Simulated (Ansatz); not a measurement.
**Mo6H: geometry relaxation (part 2 of 2)**

The same run, continued: Mo6H (slab, 7 atoms in the cell); DFT PBE, scalar-relativistic, plane waves, PAW, PAW set soft_1, no spin polarisation (Ansatz 0.2.0); cutoff 420 eV, 6×6×1 k-mesh, Gaussian smearing of 0.1 eV. The structure derives from an entry of the Crystallography Open Database. The input holds or restrains some coordinates.

Geometry of the input (Å; fractional positions):
```
4.4696  0.0000  0.0000
-2.2348  3.8708  0.0000
0.0000  0.0000  19.7596
Mo 0.6667  0.3333  0.2024
Mo 0.3333  0.6667  0.2486
Mo 0.0000  0.0000  0.2948
Mo 0.6667  0.3333  0.3369
Mo 0.3333  0.6667  0.3780
Mo 0.0000  0.0000  0.4180
H  0.2222  0.8889  0.4781
```

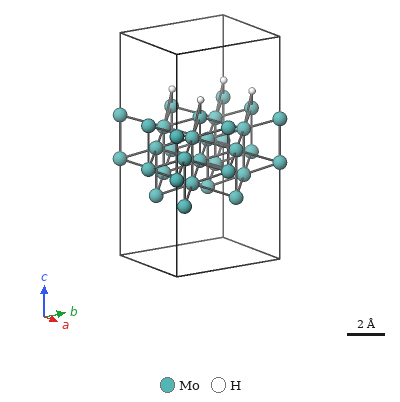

Fig. 1: The geometry at step 2 of the log (ball-and-stick view of the 2 × 2 repeat of the cell, with the vacuum cut short, seen slightly off an axis).

```
WARN: The input density's exchange-correlation potential varies sharply where the density is thin. Do not read a vacuum level from v_tot or v_xc, or from such a field of the output density. On a cell that repeats whose density bears no net charge and no dipole along the vacuum's axis use v_es (v_loc + v_h of the components); under efield.dipole_correction with no amplitude use v_es + v_field, which holds any external_charges[].barrier, or the levels of the report's work_function block, which leave it out; under a non-zero efield.amplitude the vacuum is tilted and has no level; on a cell that repeats and bears such a dipole with no correction it is tilted too, and efield.dipole_correction with no amplitude gives each side of its ramp a level where efield: is served; in a cell that repeats whose density bears a net charge (total_charge, or a fill off its count) it is curved and has none; of a slab under crystal.periodic whose density bears no net charge use v_es, which has a level on each side, short of where the two are joined; of another it falls or rises all the way out and has none; of a slab beside external_charges read slab_vacuum_level instead, which it has where they leave it neutral. The grid or the basis barely resolves most such structure, and the values can differ between equally converged runs; as a rule a tighter scf.convergence.dr2_threshold does not remove it. Where the density itself ripples (under the LDA too) a higher basis.ecutwfc lessens it. The files hold the spikes' plane waves up to the density's cutoff. Files: v_tot and the like, and their columns of v_z.tsv (output.write_potential); v_xc and the like, and their columns of v_comp_z.tsv (output.write_potential_components); where files of the output density stand in their place, no point of their own thin density is over the threshold below, and this is of outcome.potential() and, of a run that writes arrays (npy), the arrays of these names. Measured: with its Gaussian average of σ = 0.25 Å subtracted twice, the exchange-correlation potential is over 0.1 eV at 3 of the grid points where the equally averaged density (valence and model cores) is under 1e-3 e/Å³, and 0.108 eV at the most among them, at an averaged density of 5.0e-8 e/Å³. See output.write_potential in the manual, Limitations
SCF converged after 6 iterations
Free energy (F): -29745.544697 eV
Harris-Foulkes:  -29745.544697 eV  (|F-HF|=8.38e-9)
Internal energy: -29745.500494 eV  (E = F + TS)
E sigma→0 (E₀):  -29745.522595 eV
Entropy (-TS):   -0.044204 eV (-6.315 meV/atom)
Fermi energy:    2.928910 eV
Dipole field:    D = -0.045828 V/Å  (p = -0.086578 e·Å, saw-weighted, corrected)
Work function:   Φ+ = 4.4862 eV   Φ− = 3.5806 eV
Levels:          The Fermi level and band energies are counted from a zero that moves with the ramp; work functions are not
--- Per-component energies (eV) ---
  E_band       = -1830.975421
  E_kinetic    = 2540.187263
  E_local      = -71691.178135  (includes V_loc(G=0)·N_el)
  E_nonlocal   = 898.394413
  E_hartree    = 34353.002387
  E_xc         = -1058.748886
  E_vxc        = -1319.420147  (∫ρ·V_xc dr)
  E_paw        = -19273.985973  (= ΣΔE_a)
  E_vpaw       = -963.027119  (= ΣTr[D̂ρ^β])
  E_aug_tail   = -0.000648  (compensation charges beyond the density's cutoff)
  E_efield     = 0.001984  (sawtooth field / dipole correction)
  E_vefield    = -1.937116  (∫n·V_field dr)
  E_ewald      = 24486.827100
  E_smearing   = -0.044204  (= −TS)
  E_closure    = -0.000000  (closes the sum)
  Σ components = -29745.544697   (vs F -29745.544697, Δ=0.00e0)
--- Forces (eV/Å), atoms counted from 1 ---
  atom   1  Mo     0.06241828    -0.02155332     1.77727747
  atom   2  Mo    -0.07918623     0.01284253    -0.43029869
  atom   3  Mo     0.07506593     0.06321829    -1.60376513
  atom   4  Mo    -0.41339691     0.22177125    -0.69593262
  atom   5  Mo    -0.48120387     0.25878549     0.94545239
  atom   6  Mo    -0.17469850     0.09047569     0.00464465
  atom   7  H      1.01102903    -0.62554752     0.00255133
  max |Σ_I F_I| component: 7.06e-5 eV/Å
--- Band table (eV; the first three rows and the last of 20) ---
  k-point 0: bands = ["-58.2021", "-57.9749", "-57.9313", "-57.8915", "-57.7421", "-57.6519", "-32.6403", "-32.5293", "-32.5132", "-32.5097", "-32.4337", "-32.4230", "-32.3151", "-32.1574", "-32.1517", "-31.8430", "-31.8288", "-31.7634", "-31.6752", "-31.5468", "-31.5404", "-31.4766", "-31.4648", "-31.4030", "-3.2324", "-1.9537", "-1.7325", "-1.2560", "-0.2142", "0.0006", "0.1857", "0.3215", "0.3339", "0.3571", "0.4864", "1.0164", "1.0555", "1.5247", "1.6975", "1.7209", "1.7288", "1.8586", "2.3623", "3.3573", "4.0993", "4.1171", "4.2217", "4.4103", "4.6438", "4.6660", "5.0322"]
  k-point 1: bands = ["-58.1806", "-57.9742", "-57.9379", "-57.8936", "-57.7495", "-57.6591", "-32.6956", "-32.6522", "-32.5968", "-32.5206", "-32.3544", "-32.3233", "-32.2596", "-32.1290", "-32.0887", "-31.8285", "-31.8100", "-31.7616", "-31.6764", "-31.5921", "-31.5433", "-31.5218", "-31.4631", "-31.3929", "-2.8971", "-1.7885", "-1.5396", "-1.1999", "-0.6321", "-0.1833", "-0.0679", "0.0588", "0.2526", "0.4739", "0.6677", "1.0503", "1.2987", "1.5364", "1.8028", "2.0212", "2.0683", "2.1336", "2.6071", "3.3232", "3.8179", "3.9205", "4.2350", "4.3689", "4.5415", "4.6415", "4.9581"]
  k-point 2: bands = ["-58.1237", "-57.9918", "-57.9534", "-57.8875", "-57.7672", "-57.6736", "-32.7964", "-32.7718", "-32.6093", "-32.4796", "-32.3858", "-32.3085", "-32.0803", "-32.0337", "-31.9634", "-31.9385", "-31.7856", "-31.7810", "-31.7175", "-31.6067", "-31.5530", "-31.5452", "-31.4586", "-31.3828", "-2.1197", "-1.5485", "-1.3701", "-1.0270", "-0.7399", "-0.3697", "-0.1450", "-0.0211", "0.3411", "0.4773", "0.6682", "0.9009", "1.1556", "1.5350", "1.7429", "2.0492", "2.5875", "2.7097", "2.9594", "3.0995", "3.5137", "4.0254", "4.1231", "4.2659", "4.4668", "4.7067", "4.8309"]
  k-point 19: bands = ["-58.0574", "-58.0449", "-57.9582", "-57.8782", "-57.7788", "-57.6808", "-32.8386", "-32.8237", "-32.6144", "-32.4492", "-32.3167", "-32.2763", "-32.1750", "-31.9885", "-31.9327", "-31.9096", "-31.8323", "-31.7865", "-31.6911", "-31.6175", "-31.5577", "-31.5372", "-31.4623", "-31.3824", "-1.9631", "-1.5956", "-0.9507", "-0.6686", "-0.3246", "-0.2451", "-0.1164", "0.1696", "0.1868", "0.5512", "0.6138", "0.7024", "0.7334", "1.0715", "1.5160", "1.7913", "2.3335", "2.8320", "2.9906", "3.0000", "3.6472", "4.1679", "4.3182", "4.5838", "4.7312", "4.8356", "5.0567"]
--- Relaxed structure (3 steps of the walk, 3 accepted, 0 SCFs on fresh bases) ---
  F+E_penalty+E_count = -29745.54469726 eV   max|allowed force component| = 2.551e-3 eV/Å
  atoms:
    - { symbol: Mo, position: [0.6666666667, 0.33333333329999987, 0.20243358839999995] }
    - { symbol: Mo, position: [0.3333333332999999, 0.6666666666999999, 0.24860608309999999] }
    - { symbol: Mo, position: [0.0, 0.0, 0.29477857769999993] }
    - { symbol: Mo, position: [0.6666666667, 0.33333333329999987, 0.33688211159999987] }
    - { symbol: Mo, position: [0.3333333332999999, 0.6666666666999999, 0.3779725563999999] }
    - { symbol: Mo, position: [0.0, 0.0, 0.41800343329999995] }
    - { symbol: H, position: [0.22222222219999999, 0.8888888888999997, 0.4762466557367306] }
```

Trajectory as extended XYZ (Å, eV, eV/Å), 3 frames, from step=1 to step=3:
```
7
Lattice="4.4696 0.0000 0.0000 -2.2348 3.8708 0.0000 0.0000 0.0000 19.7596" Properties=species:S:1:pos:R:3:forces:R:3 step=1 energy=-29745.54160
Mo    2.2348    1.2903    4.0000    0.0616  -0.0211   1.7752
Mo    0.0000    2.5805    4.9123   -0.0811   0.0143  -0.4288
Mo    0.0000    0.0000    5.8247    0.0793   0.0603  -1.6182
Mo    2.2348    1.2903    6.6566   -0.4042   0.2139  -0.6857
Mo    0.0000    2.5805    7.4686   -0.4738   0.2558   0.9483
Mo    0.0000    0.0000    8.2596   -0.0162   0.0368   0.1813
H    -0.9932    3.4407    9.4464    0.8346  -0.5599  -0.1730
7
Lattice="4.4696 0.0000 0.0000 -2.2348 3.8708 0.0000 0.0000 0.0000 19.7596" Properties=species:S:1:pos:R:3:forces:R:3 step=2 energy=-29745.54421
Mo    2.2348    1.2903    4.0000    0.0628  -0.0217   1.7778
Mo    0.0000    2.5805    4.9123   -0.0784   0.0123  -0.4307
Mo    0.0000    0.0000    5.8247    0.0734   0.0643  -1.5980
Mo    2.2348    1.2903    6.6566   -0.4167   0.2247  -0.6999
Mo    0.0000    2.5805    7.4686   -0.4838   0.2598   0.9437
Mo    0.0000    0.0000    8.2596   -0.2384   0.1120  -0.0625
H    -0.9932    3.4407    9.3970    1.0810  -0.6514   0.0698
7
Lattice="4.4696 0.0000 0.0000 -2.2348 3.8708 0.0000 0.0000 0.0000 19.7596" Properties=species:S:1:pos:R:3:forces:R:3 step=3 energy=-29745.54470
Mo    2.2348    1.2903    4.0000    0.0624  -0.0216   1.7773
Mo    0.0000    2.5805    4.9123   -0.0792   0.0128  -0.4303
Mo    0.0000    0.0000    5.8247    0.0751   0.0632  -1.6038
Mo    2.2348    1.2903    6.6566   -0.4134   0.2218  -0.6959
Mo    0.0000    2.5805    7.4686   -0.4812   0.2588   0.9455
Mo    0.0000    0.0000    8.2596   -0.1747   0.0905   0.0046
H    -0.9932    3.4407    9.4104    1.0110  -0.6255   0.0026
```

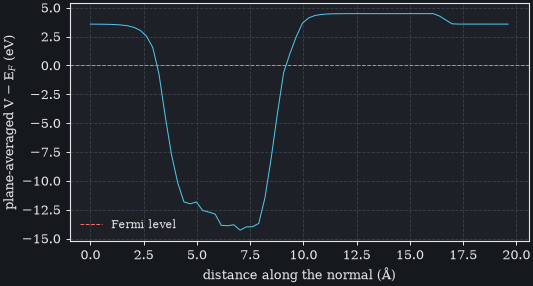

Fig. 2: Plane average of the electrostatic potential energy of an electron across the cell, from the Fermi level. The vacuum level lies 4.49 eV above the Fermi level on the upper side and 3.58 eV on the lower.

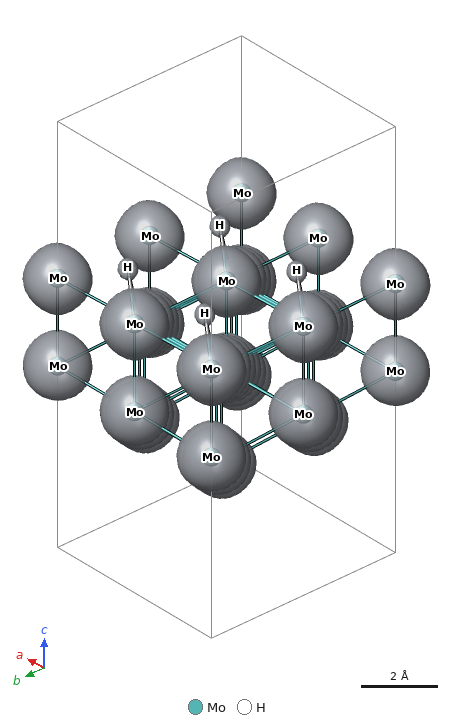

Fig. 3: Isosurface of the valence pseudo-density at 1 e/Å³ (grey), seen at an oblique angle. Sticks mark near contacts. At this value the density breaks into separate islands; it holds about 65 % of the electrons treated as valence (semicore included). It is pinched off along the Mo–H (1.75 Å), Mo–Mo (2.43 Å), Mo–Mo (2.56 Å) and Mo–Mo (2.66 Å) contacts. On the grid the lowest density along these lines, outside the cores, is 0.72 e/Å³ (Mo–H, 1.75 Å), 0.7 e/Å³ (Mo–Mo, 2.43 Å), 0.54 e/Å³ (Mo–Mo, 2.56 Å) and 0.48 e/Å³ (Mo–Mo, 2.66 Å). The fields are those of the smooth PAW valence density.

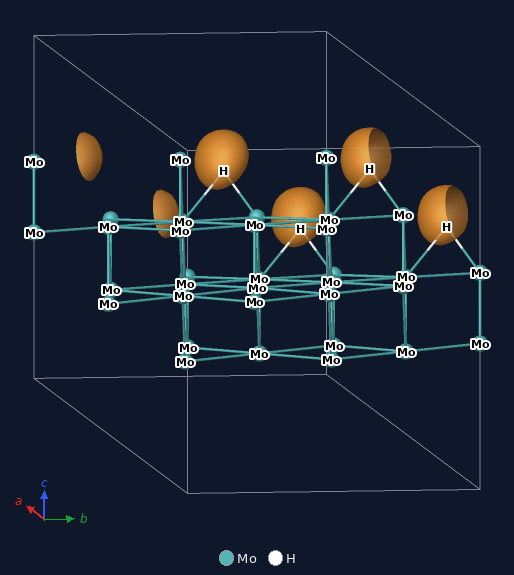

Fig. 4: Isosurface of the electron localisation function at 0.85 (orange), seen at an oblique angle. Core shells and regions of very low density are left out. Sticks mark near contacts. The ELF exceeds this value in one region around a hydrogen nucleus, counted in one cell of 7 atoms. Counts are for one cell; the picture repeats the cell along the surface.  Values along the shortest contacts: Mo–H (1.75 Å): the ELF climbs to about 1 towards the hydrogen, as it does in any bond to H. Mo–Mo (2.43 Å): the ELF is about 0.40 at the midpoint (no shared electron pair).

Summary:

```tsv
quantity	value
outcome	converged under the restraints of the input
electrons treated	85
free energy	−29745.5447 eV
work function, top face	4.49 eV
work function, bottom face	3.58 eV
Fermi energy	2.929 eV
gap on the k-point mesh	none (metallic)
final volume	341.85 Å³
work function (upper face)	4.49 eV
largest force (length of the vector) at the end, held atoms and coordinates included	1.779 eV/Å
wall time	46 s
peak memory	0.64 GiB
```

Notes:

The program warns: the exchange-correlation potential is rough where the density is thin.
